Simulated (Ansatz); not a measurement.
## Geometry relaxation, with input and output: Ge (part 1 of 2)

Ge (4 atoms in the cell), computed with DFT r2SCAN, scalar-relativistic, plane waves, PAW, no spin polarisation (Ansatz 0.2.0).

The structure was made by swapping elements on the sites of another compound; it need not be a known phase. It belongs to a series of runs on one base structure; here: C -> Ge on all its sites, cell and atoms relaxed.

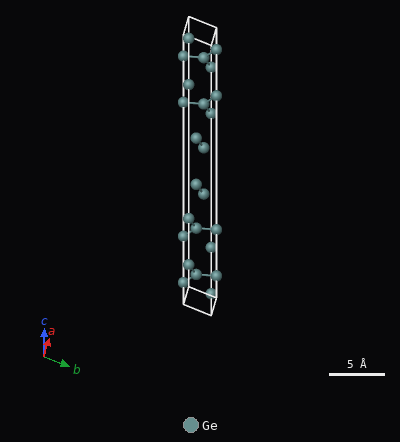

*The structure as given in the input (ball-and-stick view of the cell 3 times as large as that of the calculation, set on its symmetry axes, seen at an oblique angle). An atom can appear more than once, as a periodic image.*

## Key numbers

| quantity | value |
| --- | --- |
| outcome | converged |
| space group (tolerance 0.01 Å) | R-3m (166) |
| electrons treated | 56 |
| free energy | −17210.2397 eV |
| Fermi energy | 8.116 eV |
| gap on the k-point mesh | none (metallic) |
| pressure | 0.08 GPa |
| final volume | 91.74 Å³ |
| largest force (length of the vector) at the end | 0.011 eV/Å |
| final cell | a = 6.925 Å, b = 6.925 Å, c = 6.925 Å, α = 33.83°, β = 33.83°, γ = 33.83° |
| hardware | 1 thread of AMD EPYC (Zen 3), 192 GiB of memory available, shared host |
| wall time | 4.4 min |
| peak memory | 0.66 GiB |

## The input
```yaml
crystal:
  lattice:
    - [1.6397882214, 0.946732171, 9.6759066213]
    - [-1.6397882214, 0.946732171, 9.6759066213]
    - [0.0, -1.893464342, 9.6759066213]
  atoms:
    - { symbol: Ge, position: [0.9189791265, 0.9189791265, 0.9189791265] }
    - { symbol: Ge, position: [0.2523091569, 0.2523091569, 0.2523091569] }
    - { symbol: Ge, position: [0.7476908431, 0.7476908431, 0.7476908431] }
    - { symbol: Ge, position: [0.0810208735, 0.0810208735, 0.0810208735] }
basis:
  ecutwfc: 500
kpoints:
  mp_grid: { grid: [6, 6, 6] }
hamiltonian:
  xc: r2scan
scf:
  occupations: { method: gaussian, width: 0.1 }
output:
  forces: true
  stress: true
  eigenvalues: true
relax:
  adjacent_minimum: "off"
  f_tol: 0.05
  max_steps: 60
  cell: { stress_tol: 0.5 }
```

Launch command:
```bash
ansatz run input.yaml --threads 1 --pin off --max-ram 2560MiB --backend cpu --events-out ev --progress --plain --runs-dir out
```

## The program's output
```
basis.fft_grid_basis auto: the FFT boxes are laid along the combinations [[1, 0, -1], [0, 1, -1], [0, 0, 1]] of the cell's own vectors, 3.280, 3.280 and 9.859 Å long. The dense box has 24×24×72 points. Along the cell's own vectors, as sized, it would have 72×72×72, 9.00 times as many. Of the 12 symmetry operations that the crystal satisfies within crystal.symmetry.tolerance (time reversal apart; of a slab, those that keep its plane) the dense box along the cell's own vectors carries 12, and the one as laid loses 8 of those. basis.fft_grid_basis: typed keeps the cell's own vectors: state it where this run's energies or levels are differenced outside the engine with another run's, or held beside a run that keeps those vectors.
Engine: ansatz 0.2.0, x86_64-unknown-linux-gnu
Pseudopotentials: kind: paw
Pseudopotential: Ge, paw, valence charge 14, recommended cutoff 500 eV (meta_gga), Ge.paw.azcp
Functional definition: r2SCAN
  parameter k0 = 0.174
  parameter k1 = 0.065
  parameter a1 = 4.9479
  exchange = r2scan_x(k0 = k0, k1 = k1, a1 = a1)
  correlation = r2scan_c
Crystal: 4 atoms, lattice volume = 90.128 Å³
Basis set: ecut = 500 eV, 2243 PW (Γ), FFT grids on a1−a3, a2−a3, a3, exchange–correlation on 96×96×288 points (64 copies of the dense FFT grid, shifted against one another)
Bands: 34, of which v1, the nominal top of the filled ones, is band 28 counted from 1 (27 counted from 0)
Symmetry: 12 space group operations
Space group: R-3m (ITA 166), of the structure as read, at distance tolerance 4.5e-5 Å
k-points: 32 of 216
Non-local potential: Ge, projectors of the file, l = 0: 2, l = 1: 2, l = 2: 3, l = 3: 1
PAW form: soft (Blöchl's): semilocal exchange-correlation on the pseudo side does not see the compensation charge
PAW frozen core: Ge, regenerated for the run's functional (the file was generated under x = pbe(κ = 0.804, μ = 0.2195149727645171), c = pbe(β = 0.06672455060314922))
PAW one-centre angular grid: Ge, 590 points (default); XC on 160 Gauss nodes
Initial density: superposition of atomic densities (neutral atoms: chi_scale 0, normalization atom), corrected by the library's trained network
Initial wavefunctions: pseudopotential atomic-orbital guess
Functional: x = r2scan, c = r2scan; τ floored in thin density (d = 2e-4 eV/Å³)
SCF iter   1: F=—  HF=-17196.499760 eV  |F-HF|=—  |Δ(HF+E_count)|=         —  Δρ=7.03e-3  dr2=4.90e-2  dr2_τ=1.02e-1  ethr=1.77e-3  ⟨swp⟩=6.2  Hψ=4280  notcnv=0  defer=1
preconditioner: auto → LDOS  [insulator: Δε(μ)=0.143 eV  Ē_g=25.636 eV  σ=0.100 eV  W_gap=0.69  n_scr=30 (ndim 8)  ℏωp=29.3 eV  f_vac=0.302  D(μ)=0.83/eV (n_scr^D=2)  ε∞_Penn≈2.3  β→1.0]
SCF iter   2: F=—  HF=-17196.608579 eV  |F-HF|=—  |Δ(HF+E_count)|=   1.09e-1  Δρ=6.71e-3  dr2=3.54e-2  dr2_τ=2.00e-4  ethr=8.76e-5  ⟨swp⟩=2.5  Hψ=2429  notcnv=0  defer=47
SCF iter   3: F=—  HF=-17196.575739 eV  |F-HF|=—  |Δ(HF+E_count)|=   3.28e-2  Δρ=1.14e-3  dr2=5.23e-4  dr2_τ=1.25e-5  ethr=6.31e-5  ⟨swp⟩=2.1  Hψ=2084  notcnv=0  defer=47
SCF iter   4: F=—  HF=-17196.575412 eV  |F-HF|=—  |Δ(HF+E_count)|=   3.27e-4  Δρ=1.40e-4  dr2=2.17e-5  dr2_τ=3.94e-7  ethr=9.33e-7  ⟨swp⟩=2.0  Hψ=1939  notcnv=0  defer=47
SCF iter   5: F=—  HF=-17196.575418 eV  |F-HF|=—  |Δ(HF+E_count)|=   6.73e-6  Δρ=4.57e-5  dr2=7.64e-6  dr2_τ=7.53e-8  ethr=3.87e-8  ⟨swp⟩=3.0  Hψ=2103  notcnv=0  defer=47
SCF iter   6: F=-17196.575417 eV  HF=-17196.575417 eV  |F-HF|=7.22e-8  |Δ(HF+E_count)|=   1.46e-6  Δρ=1.20e-5  dr2=6.87e-8  dr2_τ=3.38e-9  ethr=1.79e-10  ⟨swp⟩=8.9  Hψ=5493  notcnv=0
SCF 1 converged in 6 iterations: F = -17196.575417 eV  dr2 = 6.87e-8
  greatest PAW one-centre occupation: 0.999 electrons in one spin orbital (limit 2), on the Ge atom at site 2 (counted from 0), in its partial waves of l = 2
relax step   1: F+E_penalty+E_count = -17196.57541698 eV  Δ(F+E_penalty+E_count) = +0.000e0 eV  max|allowed force component| = 1.368e-2 eV/Å  Δτ_max = 0.0000 Å  P = +88.164 GPa  Ω = 90.128 Å³  (6 SCF iters, dr2 threshold 1.00e-7 eV, accepted)
Crystal: 4 atoms, lattice volume = 99.081 Å³
Basis set: ecut = 500 eV, 2525 PW (Γ), FFT grids on a1−a3, a2−a3, a3, exchange–correlation on 96×96×288 points (64 copies of the dense FFT grid, shifted against one another)
Initial density: handed on by an earlier stage of this run
Initial wavefunctions: those handed on with the density
iter 1 solved again at ethr=2.24e-4 eV; its pass at ethr=3.10e-3 eV (dr2=1.25e-1 eV) is discarded
SCF iter   1: F=—  HF=-17202.344187 eV  |F-HF|=—  |Δ(HF+E_count)|=         —  Δρ=8.52e-3  dr2=1.27e-1  dr2_τ=9.39e-2  ethr=2.24e-4  ⟨swp⟩=1.0  Hψ=5741  notcnv=0
preconditioner: auto → LDOS  [insulator: Δε(μ)=0.171 eV  Ē_g=24.623 eV  σ=0.100 eV  W_gap=0.77  n_scr=30 (ndim 8)  ℏωp=27.9 eV  f_vac=0.314  D(μ)=0.60/eV (n_scr^D=2)  ε∞_Penn≈2.3  β→1.0]
SCF iter   2: F=—  HF=-17202.447202 eV  |F-HF|=—  |Δ(HF+E_count)|=   1.03e-1  Δρ=2.83e-3  dr2=1.07e-2  dr2_τ=1.62e-4  ethr=2.24e-4  ⟨swp⟩=4.0  Hψ=2491  notcnv=0
SCF iter   3: F=—  HF=-17202.444929 eV  |F-HF|=—  |Δ(HF+E_count)|=   2.27e-3  Δρ=1.32e-3  dr2=1.24e-3  dr2_τ=1.51e-5  ethr=1.90e-5  ⟨swp⟩=2.0  Hψ=2378  notcnv=0  defer=39
SCF iter   4: F=—  HF=-17202.443849 eV  |F-HF|=—  |Δ(HF+E_count)|=   1.08e-3  Δρ=2.24e-4  dr2=5.43e-5  dr2_τ=1.78e-6  ethr=2.21e-6  ⟨swp⟩=2.0  Hψ=1936  notcnv=0  defer=39
SCF iter   5: F=—  HF=-17202.443907 eV  |F-HF|=—  |Δ(HF+E_count)|=   5.82e-5  Δρ=5.62e-5  dr2=3.18e-6  dr2_τ=1.11e-7  ethr=9.69e-8  ⟨swp⟩=2.0  Hψ=1938  notcnv=0  defer=39
SCF iter   6: F=-17202.443913 eV  HF=-17202.443913 eV  |F-HF|=1.04e-7  |Δ(HF+E_count)|=   6.09e-6  Δρ=1.42e-5  dr2=2.47e-7  dr2_τ=4.39e-9  ethr=7.14e-10  ⟨swp⟩=9.9  Hψ=5354  notcnv=0
SCF 2 converged in 6 iterations: F = -17202.443913 eV  dr2 = 2.47e-7
  greatest PAW one-centre occupation: 0.998 electrons in one spin orbital (limit 2), on the Ge atom at site 2 (counted from 0), in its partial waves of l = 2
relax step   2: F+E_penalty+E_count = -17202.44391323 eV  Δ(F+E_penalty+E_count) = -5.868e0 eV  max|allowed force component| = 1.494e-2 eV/Å  Δτ_max = 0.0002 Å  P = +52.997 GPa  Ω = 99.081 Å³  energy of the carried Pulay correction = -1.926e-3 eV  (6 SCF iters, dr2 threshold 4.00e-7 eV, accepted)
[... from here on the SCF iterations and repeated set-up lines of each step are left out, up to the last step ...]
SCF 3 converged in 6 iterations: F = -17206.025329 eV  dr2 = 2.32e-7
relax step   3: F+E_penalty+E_count = -17206.02532855 eV  Δ(F+E_penalty+E_count) = -3.581e0 eV  max|allowed force component| = 2.098e-2 eV/Å  Δτ_max = 0.0006 Å  P = +29.452 GPa  Ω = 108.360 Å³  energy of the carried Pulay correction = -3.726e-3 eV  (6 SCF iters, dr2 threshold 4.00e-7 eV, accepted)
SCF 4 converged in 6 iterations: F = -17207.990833 eV  dr2 = 1.94e-7
relax step   4: F+E_penalty+E_count = -17207.99083327 eV  Δ(F+E_penalty+E_count) = -1.966e0 eV  max|allowed force component| = 3.320e-2 eV/Å  Δτ_max = 0.0022 Å  P = +13.964 GPa  Ω = 117.833 Å³  energy of the carried Pulay correction = -5.381e-3 eV  (6 SCF iters, dr2 threshold 4.00e-7 eV, accepted)
SCF 5 converged in 6 iterations: F = -17208.838964 eV  dr2 = 1.81e-7
relax step   5: F+E_penalty+E_count = -17208.83896447 eV  Δ(F+E_penalty+E_count) = -8.481e-1 eV  max|allowed force component| = 7.511e-2 eV/Å  Δτ_max = 0.0493 Å  P = +4.082 GPa  Ω = 124.279 Å³  energy of the carried Pulay correction = -6.311e-3 eV  (6 SCF iters, dr2 threshold 4.00e-7 eV, accepted)
SCF 6 converged in 6 iterations: F = -17209.048120 eV  dr2 = 1.50e-7
relax step   6: F+E_penalty+E_count = -17209.04812048 eV  Δ(F+E_penalty+E_count) = -2.092e-1 eV  max|allowed force component| = 4.017e-1 eV/Å  Δτ_max = 0.0903 Å  P = +1.890 GPa  Ω = 123.559 Å³  energy of the carried Pulay correction = -6.038e-3 eV  (6 SCF iters, dr2 threshold 4.00e-7 eV, accepted)
SCF 7 converged in 7 iterations: F = -17209.401302 eV  dr2 = 3.34e-7
relax step   7: F+E_penalty+E_count = -17209.40130173 eV  Δ(F+E_penalty+E_count) = -3.532e-1 eV  max|allowed force component| = 5.982e-1 eV/Å  Δτ_max = 0.1949 Å  P = -2.139 GPa  Ω = 123.428 Å³  energy of the carried Pulay correction = -5.862e-3 eV  (7 SCF iters, dr2 threshold 4.00e-7 eV, accepted)
SCF 8 converged in 7 iterations: F = -17209.569169 eV  dr2 = 1.11e-7
relax step   8: F+E_penalty+E_count = -17209.56916904 eV  Δ(F+E_penalty+E_count) = -1.679e-1 eV  max|allowed force component| = 3.126e-1 eV/Å  Δτ_max = 0.1948 Å  P = -4.487 GPa  Ω = 121.496 Å³  energy of the carried Pulay correction = -5.456e-3 eV  (7 SCF iters, dr2 threshold 4.00e-7 eV, accepted)
SCF 9 converged in 7 iterations: F = -17209.791689 eV  dr2 = 9.92e-8
relax step   9: F+E_penalty+E_count = -17209.79168864 eV  Δ(F+E_penalty+E_count) = -2.225e-1 eV  max|allowed force component| = 3.052e-1 eV/Å  Δτ_max = 0.1529 Å  P = -4.345 GPa  Ω = 114.058 Å³  energy of the carried Pulay correction = -4.026e-3 eV  (7 SCF iters, dr2 threshold 4.00e-7 eV, accepted)
SCF 10 converged in 6 iterations: F = -17209.914632 eV  dr2 = 2.52e-7
relax step  10: F+E_penalty+E_count = -17209.91463154 eV  Δ(F+E_penalty+E_count) = -1.229e-1 eV  max|allowed force component| = 3.633e-1 eV/Å  Δτ_max = 0.0589 Å  P = -3.508 GPa  Ω = 106.914 Å³  energy of the carried Pulay correction = -2.558e-3 eV  (6 SCF iters, dr2 threshold 4.00e-7 eV, accepted)
SCF 11 converged in 7 iterations: F = -17210.059751 eV  dr2 = 8.06e-9
relax step  11: F+E_penalty+E_count = -17210.05975148 eV  Δ(F+E_penalty+E_count) = -1.451e-1 eV  max|allowed force component| = 3.017e-1 eV/Å  Δτ_max = 0.0884 Å  P = -1.118 GPa  Ω = 98.278 Å³  energy of the carried Pulay correction = -6.912e-4 eV  (7 SCF iters, dr2 threshold 4.00e-7 eV, accepted)
SCF 12 converged in 7 iterations: F = -17210.116015 eV  dr2 = 6.22e-8
relax step  12: F+E_penalty+E_count = -17210.11601530 eV  Δ(F+E_penalty+E_count) = -5.626e-2 eV  max|allowed force component| = 4.462e-1 eV/Å  Δτ_max = 0.1351 Å  P = +1.935 GPa  Ω = 90.422 Å³  energy of the carried Pulay correction = +1.165e-3 eV  (7 SCF iters, dr2 threshold 4.00e-7 eV, accepted)
SCF 13 converged in 7 iterations: F = -17210.109674 eV  dr2 = 2.55e-7
relax step  13: F+E_penalty+E_count = -17210.10967361 eV  Δ(F+E_penalty+E_count) = +6.342e-3 eV  max|allowed force component| = 6.456e-1 eV/Å  Δτ_max = 0.1571 Å  P = +2.839 GPa  Ω = 89.573 Å³  energy of the carried Pulay correction = +1.317e-3 eV  (7 SCF iters, dr2 threshold 4.00e-7 eV, rejected (line search))
SCF 14 converged in 9 iterations: F = -17210.182541 eV  dr2 = 1.99e-9
relax step  14: F+E_penalty+E_count = -17210.18254114 eV  Δ(F+E_penalty+E_count) = -6.653e-2 eV  max|allowed force component| = 2.989e-1 eV/Å  Δτ_max = 0.0769 Å  P = +0.397 GPa  Ω = 91.921 Å³  energy of the carried Pulay correction = +7.892e-4 eV  (9 SCF iters, accepted)
SCF 15 converged in 6 iterations: F = -17210.208937 eV  dr2 = 2.69e-7
relax step  15: F+E_penalty+E_count = -17210.20893742 eV  Δ(F+E_penalty+E_count) = -2.640e-2 eV  max|allowed force component| = 1.127e-1 eV/Å  Δτ_max = 0.1000 Å  P = +0.187 GPa  Ω = 91.342 Å³  energy of the carried Pulay correction = +9.203e-4 eV  (6 SCF iters, dr2 threshold 4.00e-7 eV, accepted)
SCF 16 converged in 6 iterations: F = -17210.212983 eV  dr2 = 1.71e-7
relax step  16: F+E_penalty+E_count = -17210.21298335 eV  Δ(F+E_penalty+E_count) = -4.046e-3 eV  max|allowed force component| = 2.552e-2 eV/Å  Δτ_max = 0.0768 Å  P = +0.533 GPa  Ω = 90.428 Å³  energy of the carried Pulay correction = +1.149e-3 eV  (6 SCF iters, dr2 threshold 4.00e-7 eV, accepted)
SCF 17 converged in 6 iterations: F = -17210.214474 eV  dr2 = 2.77e-8
relax step  17: F+E_penalty+E_count = -17210.21447402 eV  Δ(F+E_penalty+E_count) = -1.491e-3 eV  max|allowed force component| = 7.365e-3 eV/Å  Δτ_max = 0.0172 Å  P = -0.012 GPa  Ω = 91.209 Å³  energy of the carried Pulay correction = +9.666e-4 eV  (6 SCF iters, dr2 threshold 4.00e-7 eV, accepted)
SCF 18 converged in 7 iterations: F = -17210.237530 eV  dr2 = 1.30e-10
relax step  18: F+E_penalty+E_count = -17210.23753001 eV  Δ(F+E_penalty+E_count) = -2.306e-2 eV  max|allowed force component| = 1.007e-2 eV/Å  Δτ_max = 0.0000 Å  P = +0.417 GPa  Ω = 91.209 Å³  stress off target by 6.20e-1 GPa  SCF on the basis re-selected at this cell (its energy is not comparable with the rows above)  (7 SCF iters)
SCF 19 converged in 5 iterations: F = -17210.239532 eV  dr2 = 7.88e-8
relax step  19: F+E_penalty+E_count = -17210.23953160 eV  Δ(F+E_penalty+E_count) = -2.002e-3 eV  max|allowed force component| = 1.096e-2 eV/Å  Δτ_max = 0.0121 Å  P = +0.080 GPa  Ω = 91.740 Å³  energy of the carried Pulay correction = -1.697e-4 eV  (5 SCF iters, dr2 threshold 4.00e-7 eV, accepted)
iter 1 solved again at ethr=1.78e-7 eV; its pass at ethr=3.10e-3 eV (dr2=9.96e-5 eV) is discarded
SCF iter   1: F=—  HF=-17210.239701 eV  |F-HF|=—  |Δ(HF+E_count)|=         —  Δρ=4.71e-5  dr2=1.18e-7  dr2_τ=4.92e-8  ethr=1.78e-7  ⟨swp⟩=2.1  Hψ=6405  notcnv=0
preconditioner: auto → LDOS  [metal: Δε(μ)=0.084 eV  Ē_g=23.120 eV  σ=0.100 eV  W_gap=0.39  n_scr=28 (ndim 8)  ℏωp=29.0 eV  f_vac=0.064  D(μ)=1.26/eV (n_scr^D=2)  β→1.0]
SCF iter   2: F=—  HF=-17210.239728 eV  |F-HF|=—  |Δ(HF+E_count)|=   2.76e-5  Δρ=9.03e-6  dr2=6.95e-8  dr2_τ=6.14e-10  ethr=2.11e-10  ⟨swp⟩=2.3  Hψ=2005  notcnv=0
SCF iter   3: F=-17210.239728 eV  HF=-17210.239728 eV  |F-HF|=1.62e-7  |Δ(HF+E_count)|=   2.45e-7  Δρ=4.08e-6  dr2=1.72e-9  dr2_τ=2.59e-9  ethr=7.14e-12  ⟨swp⟩=3.7  Hψ=4627  notcnv=0
SCF 20 converged in 3 iterations: F = -17210.239728 eV  dr2 = 1.72e-9
relax step  20: F+E_penalty+E_count = -17210.23972831 eV  Δ(F+E_penalty+E_count) = -1.967e-4 eV  max|allowed force component| = 1.106e-2 eV/Å  Δτ_max = 0.0000 Å  P = +0.081 GPa  Ω = 91.740 Å³  stress off target by 1.44e-1 GPa  SCF on the basis re-selected at this cell (its energy is not comparable with the rows above)  (3 SCF iters)
```

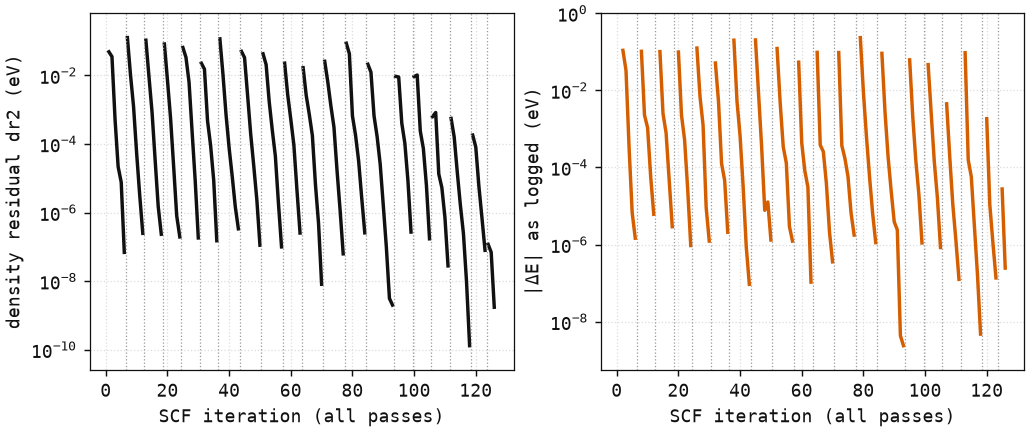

*Convergence of the self-consistent field: density residual dr2 and size of the energy change against the SCF iteration. The dotted lines part the SCF passes of the relaxation: geometry steps, rejected trials and re-solves on a re-selected basis.*

The 20 passes take 3 to 9 iterations each, 126 in all.

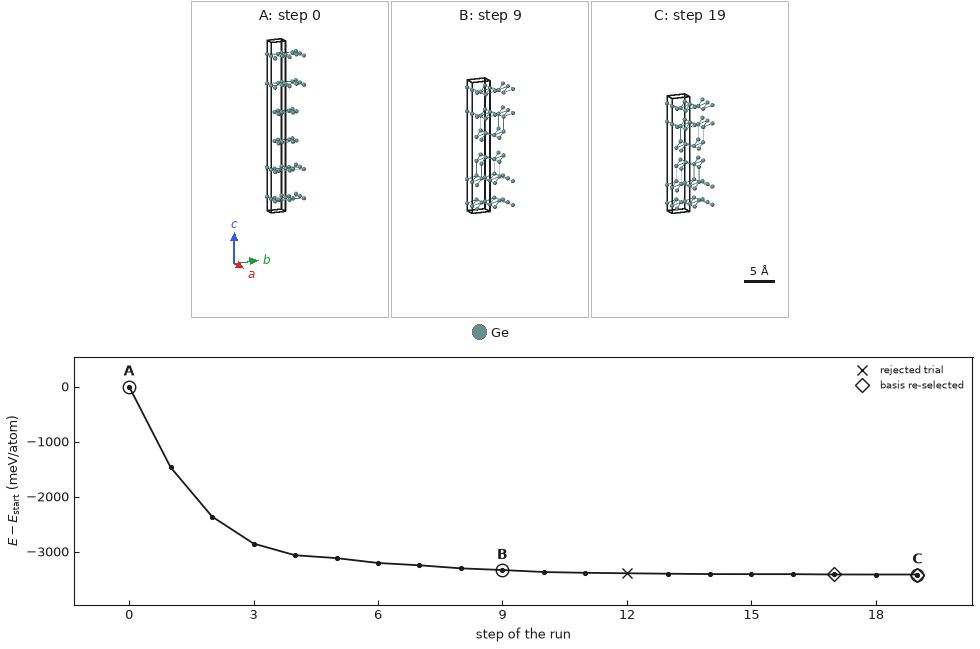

*Frames of the relaxation (ball-and-stick view of the cell 3 times as large as that of the calculation, set on its symmetry axes, repeated 2 × 2 × 1, seen slightly off an axis) above the curves, on which the letters mark them (the first geometry is step 0 here and step 1 in the log).*
